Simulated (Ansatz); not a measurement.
The cell of BaHfO$_{3}$ (Pm-3m). The cell is taken from the end point of a relaxation with DFT, r2SCAN+rVV10, plane waves, PAW (Ansatz 0.2.0); the starting structure was generated, so it need not be a known form of this composition.

```xyz
5
Lattice="4.1650 0.0000 0.0000 0.0000 4.1650 0.0000 0.0000 0.0000 4.1650" Properties=species:S:1:pos:R:3 pbc="T T T"
Ba    0.0000    0.0000    0.0000
Hf    2.0825    2.0825    2.0825
O     2.0825    2.0825    0.0000
O     2.0825    0.0000    2.0825
O     0.0000    2.0825    2.0825
```

Bond valence s = exp((R0 − d)/b), R0 fitted to published crystal structures with b = 0.37 Å, summed over all anions within 5 Å; R0 in Å: Ba2+–O 2.279; Hf4+–O 1.921.

### Calculate the bond-valence sums (anions within 5 Å).

```csv
site,"x, y, z",formal valence,bond-valence sum,difference
Ba1,"0.000, 0.000, 0.000",+2,1.98,-0.02
Hf1,"0.500, 0.500, 0.500",+4,3.89,-0.11
O1,"0.500, 0.500, 0.000",−2,1.96,-0.04
```

The global instability index (root mean square of the differences over all atoms) is 0.06 v.u.: little strain.

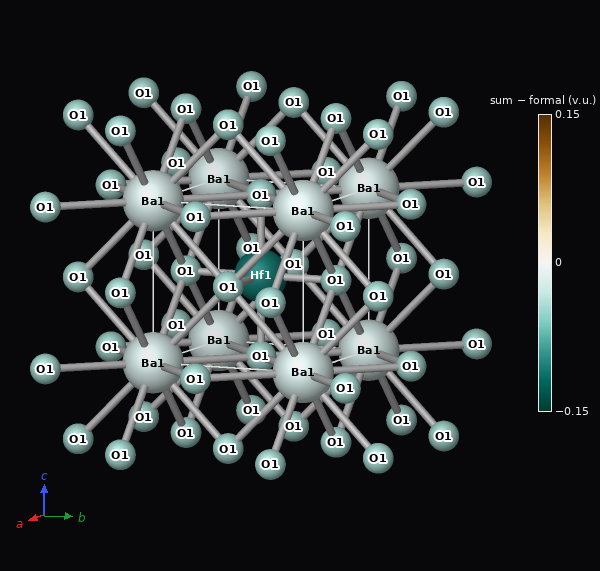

Atoms coloured by sum less the size of the formal valence, view slightly off an axis.
